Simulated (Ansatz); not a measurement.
Consider SiO₂.

```xyz
3
Lattice="2.8260 0.0000 0.0000 0.0000 2.8260 0.0000 0.0000 0.0000 4.2154" Properties=species:S:1:pos:R:3 pbc="T T T"
Si    0.0000    0.0000    0.0000
O     0.0000    1.4130    0.8581
O     1.4130    0.0000    3.3573
```

Space group P-4m2; a structure generated by program, which may or may not match a known phase.

The calculation used DFT PBE+D3(BJ), scalar-relativistic, plane waves, PAW in Ansatz 0.2.0.

Predict the valence pseudo-density and electron localisation function between the atoms.

Answer. Si–O (1.65 Å): ρ is about 1.2 e/Å³ halfway; the ELF peaks at about 0.85 between the atoms (a polar covalent bond).
Bader's partition of the density gives Si +3.25 and O −1.62 e.

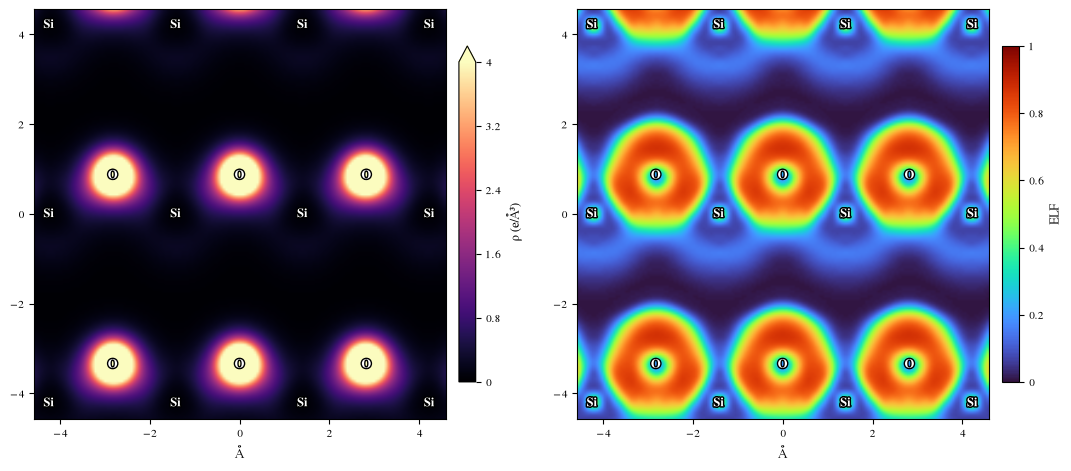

Computed valence pseudo-density and electron localisation function on the (100) plane of the conventional cell, in this order. 

In a PAW calculation such maps are meaningful between the atoms, not at the nuclei.
